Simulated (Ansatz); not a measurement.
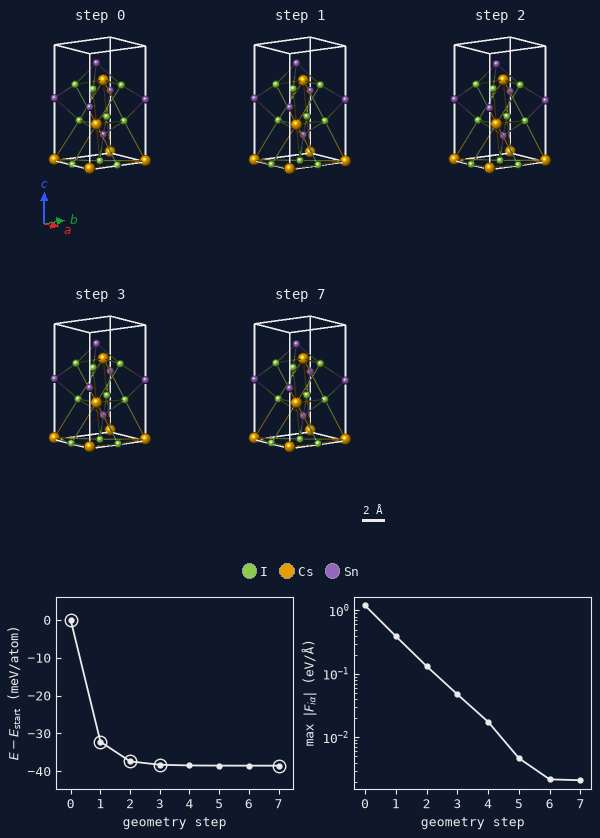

Frames of a relaxation of crystalline CsSnI3 (a generated structure, set up in R3m), marked on the history of the run. The picture is a ball-and-stick view of the conventional cell (3 times the calculation's cell), seen slightly off an axis. Lengths and directions refer to the drawn axes.

The start is a swapped structure.

These are results of Ansatz, DFT, PAW plane waves, PBE, not measurements.

Input file:
```yaml
crystal:
  lattice:
    - [4.252192, 2.455, 3.598455]
    - [-4.252192, 2.455, 3.598455]
    - [0.0, -4.91001, 3.598455]
  atoms:
    - { symbol: I, position: [0.50693, 0.99874, 0.50693] }
    - { symbol: I, position: [0.50693, 0.50693, 0.99874] }
    - { symbol: I, position: [0.99874, 0.50693, 0.50693] }
    - { symbol: Cs, position: [0.01, 0.01, 0.01] }
    - { symbol: Sn, position: [0.53943, 0.53943, 0.53943] }
  symmetry: { tolerance: 0.0003 }
kpoints:
  mp_grid: { grid: [4, 4, 4], shift: [0, 0, 0] }
magnetization:
  spin_polarized: false
scf:
  occupations: { method: fermi_dirac, width: 0.0131 }
  lower_state_search: "off"
hamiltonian:
  pseudopotentials: { kind: paw }
  xc: pbe
basis:
  ecutwfc: 420
  fft_grid_basis: typed
relax:
  max_steps: 80
output:
  forces: true
  stress: true
  eigenvalues: true
  bader: true
  populations: true
  elf: true
  write_potential: true
  volumetric_format: npy
  dos:
    e_range: [-12, 8]
    de: 0.05
    projected: { site_lists: { Cs: [Cs], I: [I], Sn: [Sn] } }
  write_density: true
checkpoint:
  read: saved_state
```

Command:
```bash
ansatz run input.yaml --threads 2 --pin off --max-ram 2560MiB --backend cpu --events-out ev --progress --plain --runs-dir out
```

Describe the path.

The energy falls by 38.5 meV per atom in 7 geometry steps. The largest force component goes from 1.2 to 0.0021 eV/Å. The atom that moves furthest is Sn5 (0.20 Å along −c). Largest moves by element: Sn 0.20 Å, I 0.11 Å, Cs 0.05 Å. The cell stays as it was. Near-neighbour distances that change, for instance: I1–Sn5 3.313 → 3.081 Å, I1–Sn5 (another image) 2.801 → 3.012 Å, I1–Cs4 4.328 → 4.277 Å, I1–Cs4 (another image) 4.386 → 4.436 Å. Among the angles between lasting bonds that change: Sn5–I3–Sn5 169.3° → 174.9°, I1–Sn5–I1 169.3° → 174.9°, I1–Sn5–I2 96.6° → 92.3°. The space group stays R3m (No. 160). From step 0 to 1: I atoms move most (0.10 Å), energy −32.2 meV per atom. From step 1 to 2: Sn5 moves most (0.07 Å), energy −5.2 meV per atom. From step 2 to 3: Sn5 moves most (0.05 Å), energy −0.9 meV per atom. From step 3 to 7: Sn5 moves most (0.05 Å), energy −0.2 meV per atom.

| step | E − E(0), meV/atom | largest force component, eV/Å |
| --- | --- | --- |
| 0 | 0.00 | 1.1950 |
| 1 | -32.19 | 0.3918 |
| 2 | -37.37 | 0.1322 |
| 3 | -38.28 | 0.0475 |
| 4 | -38.45 | 0.0175 |
| 5 | -38.50 | 0.0047 |
| 6 | -38.51 | 0.0022 |
| 7 | -38.52 | 0.0021 |
